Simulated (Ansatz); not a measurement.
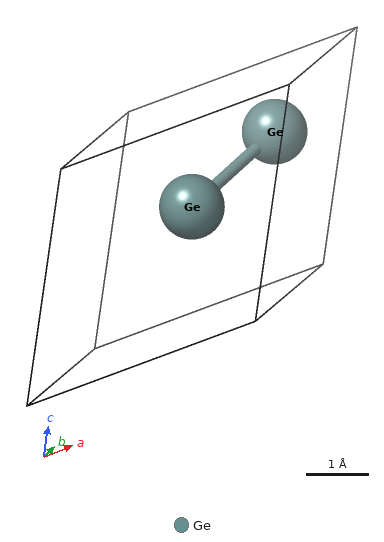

**Figure 1.** The input geometry (ball-and-stick view of the cell of the calculation, seen slightly off an axis).

# Run report: Ge, geometry relaxation (part 1 of 2)

The run: geometry relaxation of Ge (P-1, 2 atoms in the cell). Method and program: DFT PBEsol, scalar-relativistic, plane waves, PAW, no spin polarisation (Ansatz 0.2.0).

The structure derives from an entry of the Crystallography Open Database. It belongs to a series of runs on one base structure; here: all atoms moved at random, sigma 0.25 A a component; relaxed back.

### What the program printed
```
Engine: ansatz 0.2.0, x86_64-unknown-linux-gnu
Pseudopotentials: kind: paw
Pseudopotential: Ge, paw, valence charge 14, recommended cutoff 420 eV (normal), Ge.paw.azcp
Functional definition: PBEsol
  exchange = pbesol_x
  correlation = pbesol_c
Crystal: 2 atoms, lattice volume = 45.710 Å³
Basis set: ecut = 420 eV, 893 PW (Γ), exchange–correlation on 54×54×54 points (8 copies of the dense FFT grid, shifted against one another)
Bands: 18, of which v1, the nominal top of the filled ones, is band 14 counted from 1 (13 counted from 0)
Symmetry: 2 space group operations
Space group: P-1 (ITA 2), of the structure as read, at distance tolerance 3.6e-5 Å
k-points: 504 of 1000
Non-local potential: Ge, projectors of the file, l = 0: 2, l = 1: 2, l = 2: 3, l = 3: 1
PAW form: soft (Blöchl's): semilocal exchange-correlation on the pseudo side does not see the compensation charge
PAW frozen core: Ge, regenerated for the run's functional, and the local potential with it (the file was generated under x = pbe(κ = 0.804, μ = 0.2195149727645171), c = pbe(β = 0.06672455060314922))
PAW one-centre angular grid: Ge, 590 points (default); XC on 64 Gauss nodes
Initial density: superposition of atomic densities (neutral atoms: chi_scale 0, normalization atom), corrected by the library's trained network
Initial wavefunctions: pseudopotential atomic-orbital guess
Functional: x = pbesol(κ = 0.804, μ = 0.12345679012345678), c = pbesol(β = 0.046)
SCF iter   1: F=—  HF=-8506.559007 eV  |F-HF|=—  |Δ(HF+E_count)|=         —  Δρ=2.62e-3  dr2=3.46e-3  ethr=1.77e-3  ⟨swp⟩=5.3  Hψ=42153  notcnv=0
preconditioner: auto → Kerker (q_TF=auto, 2.514 Å⁻¹)  [metal: Δε(μ)=0.016 eV  Ē_g=23.376 eV  σ=0.150 eV  W_gap=0.06  n_scr=14 (ndim 8)  ℏωp=29.1 eV  f_vac=0.061  D(μ)=0.29/eV (n_scr^D=0)]
SCF iter   2: F=—  HF=-8506.557573 eV  |F-HF|=—  |Δ(HF+E_count)|=   1.43e-3  Δρ=1.84e-3  dr2=1.84e-3  ethr=1.24e-5  ⟨swp⟩=1.0  Hψ=13127  notcnv=0
SCF iter   3: F=—  HF=-8506.557579 eV  |F-HF|=—  |Δ(HF+E_count)|=   6.20e-6  Δρ=1.04e-3  dr2=2.34e-4  ethr=6.56e-6  ⟨swp⟩=2.0  Hψ=16133  notcnv=0
SCF iter   4: F=—  HF=-8506.557296 eV  |F-HF|=—  |Δ(HF+E_count)|=   2.84e-4  Δρ=4.03e-4  dr2=8.88e-5  ethr=8.35e-7  ⟨swp⟩=2.0  Hψ=15148  notcnv=0
SCF iter   5: F=—  HF=-8506.557312 eV  |F-HF|=—  |Δ(HF+E_count)|=   1.61e-5  Δρ=1.45e-4  dr2=1.09e-5  ethr=3.17e-7  ⟨swp⟩=2.9  Hψ=16261  notcnv=0
SCF iter   6: F=—  HF=-8506.557320 eV  |F-HF|=—  |Δ(HF+E_count)|=   7.85e-6  Δρ=4.97e-5  dr2=4.78e-7  ethr=3.88e-8  ⟨swp⟩=2.0  Hψ=11158  notcnv=0
SCF iter   7: F=—  HF=-8506.557320 eV  |F-HF|=—  |Δ(HF+E_count)|=   1.30e-7  Δρ=2.26e-5  dr2=9.94e-8  ethr=3.57e-10  ⟨swp⟩=8.9  Hψ=67797  notcnv=0
SCF iter   8: F=-8506.557320 eV  HF=-8506.557320 eV  |F-HF|=1.46e-8  |Δ(HF+E_count)|=   9.89e-8  Δρ=5.47e-6  dr2=6.23e-9  ethr=3.55e-10  ⟨swp⟩=7.2  Hψ=54264  notcnv=0
SCF 1 converged in 8 iterations: F = -8506.557320 eV  dr2 = 6.23e-9
  greatest PAW one-centre occupation: 0.998 electrons in one spin orbital (limit 2), on the Ge atom at site 1 (counted from 0), in its partial waves of l = 2
relax step   1: F+E_penalty+E_count = -8506.55731956 eV  Δ(F+E_penalty+E_count) = +0.000e0 eV  max|allowed force component| = 2.193e0 eV/Å  Δτ_max = 0.0000 Å  P = +2.300 GPa  Ω = 45.710 Å³  (8 SCF iters, dr2 threshold 1.00e-7 eV, accepted)
Crystal: 2 atoms, lattice volume = 43.533 Å³
Basis set: ecut = 420 eV, 871 PW (Γ), exchange–correlation on 54×54×54 points (8 copies of the dense FFT grid, shifted against one another)
Initial density: handed on by an earlier stage of this run
Initial wavefunctions: those handed on with the density
iter 1 solved again at ethr=1.21e-4 eV; its pass at ethr=3.10e-3 eV (dr2=3.40e-2 eV) is discarded
SCF iter   1: F=—  HF=-8506.938676 eV  |F-HF|=—  |Δ(HF+E_count)|=         —  Δρ=1.39e-2  dr2=3.46e-2  ethr=1.21e-4  ⟨swp⟩=1.0  Hψ=53379  notcnv=0
preconditioner: auto → Kerker (q_TF=auto, 2.535 Å⁻¹)  [metal: Δε(μ)=0.110 eV  Ē_g=23.652 eV  σ=0.150 eV  W_gap=0.39  n_scr=14 (ndim 8)  ℏωp=29.8 eV  f_vac=0.036  D(μ)=0.05/eV (n_scr^D=0)]
SCF iter   2: F=—  HF=-8506.937025 eV  |F-HF|=—  |Δ(HF+E_count)|=   1.65e-3  Δρ=8.00e-3  dr2=1.44e-2  ethr=1.21e-4  ⟨swp⟩=1.0  Hψ=9072  notcnv=0
SCF iter   3: F=—  HF=-8506.935687 eV  |F-HF|=—  |Δ(HF+E_count)|=   1.34e-3  Δρ=1.13e-3  dr2=7.70e-4  ethr=5.14e-5  ⟨swp⟩=1.1  Hψ=9287  notcnv=0
SCF iter   4: F=—  HF=-8506.935648 eV  |F-HF|=—  |Δ(HF+E_count)|=   3.91e-5  Δρ=6.88e-4  dr2=2.15e-4  ethr=2.75e-6  ⟨swp⟩=2.0  Hψ=16128  notcnv=0
SCF iter   5: F=—  HF=-8506.935658 eV  |F-HF|=—  |Δ(HF+E_count)|=   1.04e-5  Δρ=2.51e-4  dr2=4.72e-5  ethr=7.68e-7  ⟨swp⟩=2.0  Hψ=14665  notcnv=0
SCF iter   6: F=—  HF=-8506.935676 eV  |F-HF|=—  |Δ(HF+E_count)|=   1.82e-5  Δρ=4.75e-5  dr2=1.48e-6  ethr=1.68e-7  ⟨swp⟩=2.0  Hψ=11091  notcnv=0
SCF iter   7: F=-8506.935678 eV  HF=-8506.935678 eV  |F-HF|=5.21e-8  |Δ(HF+E_count)|=   1.18e-6  Δρ=1.12e-5  dr2=5.87e-8  ethr=7.14e-10  ⟨swp⟩=10.6  Hψ=71198  notcnv=0
SCF 2 converged in 7 iterations: F = -8506.935678 eV  dr2 = 5.87e-8
relax step   2: F+E_penalty+E_count = -8506.93567772 eV  Δ(F+E_penalty+E_count) = -3.784e-1 eV  max|allowed force component| = 4.892e-1 eV/Å  Δτ_max = 0.1746 Å  P = +3.932 GPa  Ω = 43.533 Å³  energy of the carried Pulay correction = +3.429e-4 eV  (7 SCF iters, dr2 threshold 2.00e-7 eV, accepted)
Crystal: 2 atoms, lattice volume = 45.383 Å³
Basis set: ecut = 420 eV, 889 PW (Γ), exchange–correlation on 54×54×54 points (8 copies of the dense FFT grid, shifted against one another)
iter 1 solved again at ethr=2.16e-5 eV; its pass at ethr=3.10e-3 eV (dr2=6.04e-3 eV) is discarded
SCF iter   1: F=—  HF=-8506.987944 eV  |F-HF|=—  |Δ(HF+E_count)|=         —  Δρ=3.46e-3  dr2=6.40e-3  ethr=2.16e-5  ⟨swp⟩=1.6  Hψ=57223  notcnv=0
preconditioner: auto → Kerker (q_TF=auto, 2.517 Å⁻¹)  [metal: Δε(μ)=0.053 eV  Ē_g=23.392 eV  σ=0.150 eV  W_gap=0.19  n_scr=14 (ndim 8)  ℏωp=29.2 eV  f_vac=0.069  D(μ)=0.09/eV (n_scr^D=0)]
SCF iter   2: F=—  HF=-8506.987159 eV  |F-HF|=—  |Δ(HF+E_count)|=   7.85e-4  Δρ=2.25e-3  dr2=3.00e-3  ethr=2.16e-5  ⟨swp⟩=1.0  Hψ=9072  notcnv=0
SCF iter   3: F=—  HF=-8506.986415 eV  |F-HF|=—  |Δ(HF+E_count)|=   7.44e-4  Δρ=3.74e-4  dr2=1.11e-4  ethr=1.07e-5  ⟨swp⟩=2.0  Hψ=11026  notcnv=0
SCF iter   4: F=—  HF=-8506.986456 eV  |F-HF|=—  |Δ(HF+E_count)|=   4.14e-5  Δρ=1.50e-4  dr2=1.32e-5  ethr=3.97e-7  ⟨swp⟩=3.0  Hψ=16163  notcnv=0
SCF iter   5: F=—  HF=-8506.986462 eV  |F-HF|=—  |Δ(HF+E_count)|=   5.59e-6  Δρ=7.94e-5  dr2=3.36e-6  ethr=4.71e-8  ⟨swp⟩=2.0  Hψ=15823  notcnv=0
SCF iter   6: F=-8506.986461 eV  HF=-8506.986461 eV  |F-HF|=1.97e-7  |Δ(HF+E_count)|=   5.89e-7  Δρ=2.14e-5  dr2=1.44e-7  ethr=7.14e-10  ⟨swp⟩=6.5  Hψ=60929  notcnv=0
SCF 3 converged in 6 iterations: F = -8506.986461 eV  dr2 = 1.44e-7
relax step   3: F+E_penalty+E_count = -8506.98646138 eV  Δ(F+E_penalty+E_count) = -5.078e-2 eV  max|allowed force component| = 5.203e-2 eV/Å  Δτ_max = 0.0072 Å  P = +0.511 GPa  Ω = 45.383 Å³  energy of the carried Pulay correction = +5.055e-5 eV  (6 SCF iters, dr2 threshold 2.00e-7 eV, accepted)
iter 1 solved again at ethr=1.86e-6 eV; its pass at ethr=3.10e-3 eV (dr2=5.20e-4 eV) is discarded
SCF iter   1: F=—  HF=-8506.991191 eV  |F-HF|=—  |Δ(HF+E_count)|=         —  Δρ=1.17e-3  dr2=5.63e-4  ethr=1.86e-6  ⟨swp⟩=2.3  Hψ=56003  notcnv=0
preconditioner: auto → Kerker (q_TF=auto, 2.514 Å⁻¹)  [metal: Δε(μ)=0.019 eV  Ē_g=23.367 eV  σ=0.150 eV  W_gap=0.07  n_scr=14 (ndim 8)  ℏωp=29.1 eV  f_vac=0.063  D(μ)=0.08/eV (n_scr^D=0)]
SCF iter   2: F=—  HF=-8506.991095 eV  |F-HF|=—  |Δ(HF+E_count)|=   9.53e-5  Δρ=7.26e-4  dr2=2.71e-4  ethr=1.86e-6  ⟨swp⟩=1.0  Hψ=9072  notcnv=0
SCF iter   3: F=—  HF=-8506.991003 eV  |F-HF|=—  |Δ(HF+E_count)|=   9.27e-5  Δρ=1.27e-4  dr2=7.62e-6  ethr=9.67e-7  ⟨swp⟩=2.0  Hψ=11037  notcnv=0
SCF iter   4: F=—  HF=-8506.991008 eV  |F-HF|=—  |Δ(HF+E_count)|=   5.61e-6  Δρ=4.21e-5  dr2=1.12e-6  ethr=2.72e-8  ⟨swp⟩=2.8  Hψ=16120  notcnv=0
SCF iter   5: F=—  HF=-8506.991009 eV  |F-HF|=—  |Δ(HF+E_count)|=   3.46e-7  Δρ=2.35e-5  dr2=2.52e-7  ethr=7.14e-10  ⟨swp⟩=8.9  Hψ=68838  notcnv=0
SCF iter   6: F=-8506.991008 eV  HF=-8506.991008 eV  |F-HF|=2.78e-8  |Δ(HF+E_count)|=   1.33e-7  Δρ=6.77e-6  dr2=1.71e-8  ethr=7.14e-10  ⟨swp⟩=8.2  Hψ=62578  notcnv=0
SCF 4 converged in 6 iterations: F = -8506.991008 eV  dr2 = 1.71e-8
relax step   4: F+E_penalty+E_count = -8506.99100842 eV  Δ(F+E_penalty+E_count) = -4.547e-3 eV  max|allowed force component| = 1.052e-3 eV/Å  Δτ_max = 0.0117 Å  P = +0.011 GPa  Ω = 45.710 Å³  energy of the carried Pulay correction = +6.411e-8 eV  (6 SCF iters, dr2 threshold 2.00e-7 eV, accepted)
Initial wavefunctions: pseudopotential atomic-orbital guess (no wavefunctions were taken with the density)
iter 1 solved again at ethr=2.41e-7 eV; its pass at ethr=3.10e-3 eV (dr2=6.75e-5 eV) is discarded
SCF iter   1: F=—  HF=-8506.989618 eV  |F-HF|=—  |Δ(HF+E_count)|=         —  Δρ=5.47e-4  dr2=3.25e-6  ethr=2.41e-7  ⟨swp⟩=2.3  Hψ=61320  notcnv=0
preconditioner: auto → Kerker (q_TF=auto, 2.514 Å⁻¹)  [metal: Δε(μ)=0.009 eV  Ē_g=23.369 eV  σ=0.150 eV  W_gap=0.03  n_scr=14 (ndim 8)  ℏωp=29.1 eV  f_vac=0.061  D(μ)=0.08/eV (n_scr^D=0)]
SCF iter   2: F=—  HF=-8506.990702 eV  |F-HF|=—  |Δ(HF+E_count)|=   1.08e-3  Δρ=2.77e-4  dr2=7.28e-7  ethr=1.16e-8  ⟨swp⟩=2.0  Hψ=11047  notcnv=0
SCF iter   3: F=—  HF=-8506.991005 eV  |F-HF|=—  |Δ(HF+E_count)|=   3.03e-4  Δρ=2.11e-5  dr2=2.09e-8  ethr=2.60e-9  ⟨swp⟩=2.0  Hψ=10996  notcnv=0
SCF iter   4: F=—  HF=-8506.991007 eV  |F-HF|=—  |Δ(HF+E_count)|=   1.50e-6  Δρ=3.12e-6  dr2=7.54e-9  ethr=7.46e-11  ⟨swp⟩=2.0  Hψ=15747  notcnv=0
SCF iter   5: F=—  HF=-8506.991007 eV  |F-HF|=—  |Δ(HF+E_count)|=  8.55e-10  Δρ=1.87e-6  dr2=3.42e-9  ethr=2.69e-11  ⟨swp⟩=2.0  Hψ=14112  notcnv=0
SCF iter   6: F=-8506.991007 eV  HF=-8506.991007 eV  |F-HF|=4.73e-11  |Δ(HF+E_count)|=   1.98e-9  Δρ=3.09e-7  dr2=6.19e-11  ethr=1.00e-12  ⟨swp⟩=4.6  Hψ=43777  notcnv=0
SCF 5 converged in 6 iterations: F = -8506.991007 eV  dr2 = 6.19e-11
relax step   5: F+E_penalty+E_count = -8506.99100651 eV  Δ(F+E_penalty+E_count) = +1.915e-6 eV  max|allowed force component| = 1.050e-3 eV/Å  Δτ_max = 0.0000 Å  P = +0.009 GPa  Ω = 45.710 Å³  stress off target by 8.11e-2 GPa  SCF on the basis re-selected at this cell (its energy is not comparable with the rows above)  (6 SCF iters)
```

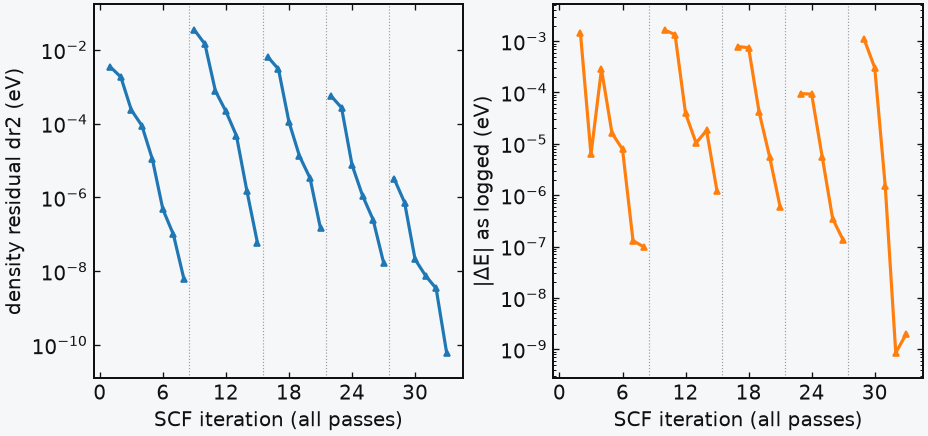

**Figure 2.** Convergence of the self-consistent field: density residual dr2 and size of the energy change against the SCF iteration. The dotted lines part the SCF passes of the relaxation: geometry steps, rejected trials and re-solves on a re-selected basis. The 5 passes take 6 to 8 iterations each, 33 in all.

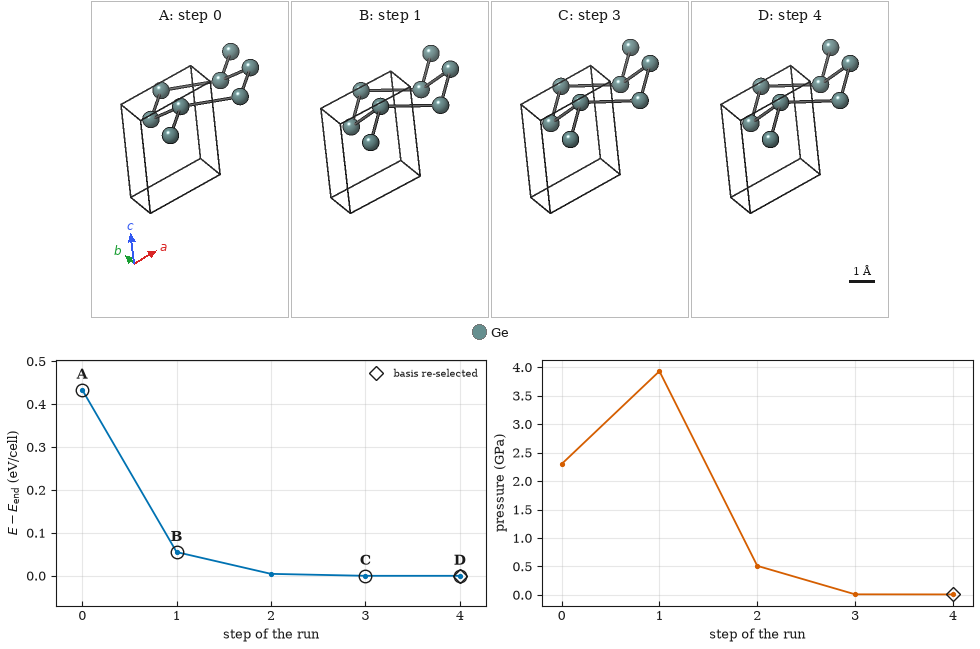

**Figure 3.** Frames of the relaxation (ball-and-stick view of the cell of the calculation, repeated 2 × 2 × 1, seen slightly off an axis) above the curves, on which the letters mark them (the first geometry is step 0 here and step 1 in the log).
